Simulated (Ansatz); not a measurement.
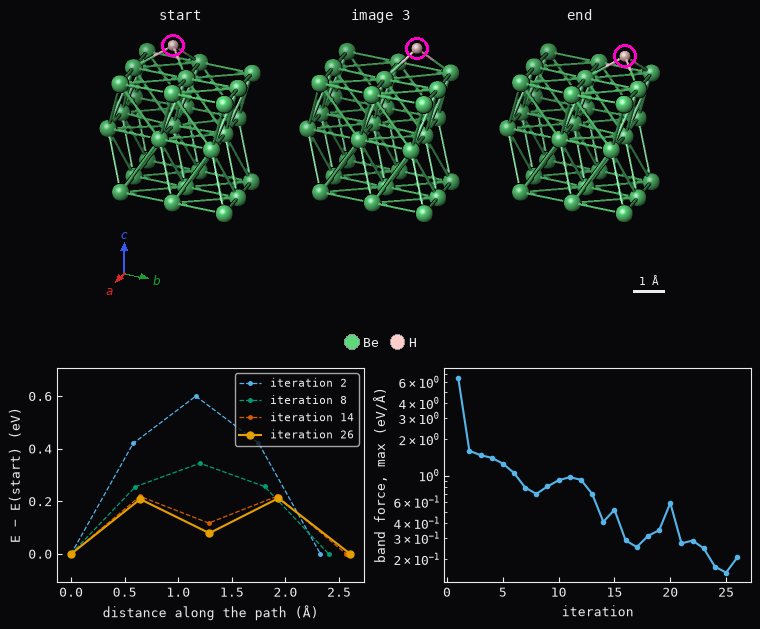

NEB run on H on Be(0001) (28 atoms in the cell). Images are numbered from 0 (start) to 4 (end). The plot follows the band through its iterations. The picture is a ball-and-stick view of the simulation cell, with the vacuum cut short (origin moved), seen slightly off an axis. The moving atom is ringed, with any periodic copies. Bonds to atoms that aren't drawn are left out.

The calculation used DFT PBE, scalar-relativistic, plane waves, PAW (Ansatz). Settings: plane-wave cutoff 420 eV; k-point mesh 3 × 3 × 1; Fermi-Dirac smearing 0.1 eV; 9 atoms held fixed; 3 movable images; climbing image; force threshold 0.05 eV/Å; iteration limit 26; spring constant 100.0 eV/Å²; optimiser FIRE.

Q: Judge this run.

A: The result isn't final. The band hadn't converged when the run stopped after 26 iterations. The largest component of the band force went from 6.6 to 0.21 eV/Å. The barrier read from it is provisional, though the highest image hardly moved in the last two iterations. The spring constant is far from the usual few eV/Å², which spoils the spacing or the steps. The first iteration put the highest image at 1.717 eV. The two ends have the same energy, and the highest point, image 3, lies 0.212 eV above the start. The profile has 2 maxima (images 1, 3) with a dip at image 2 (+0.079 eV), which on an unconverged band is provisional.

Limits of the set-up: the periodic images lie only 6.9 Å apart, so the values are limited by the cell's size.

Cost: 8.6 min on 1 thread of AMD EPYC 9R14 (Zen 4), with other jobs on the host, peak memory 0.91 GiB.
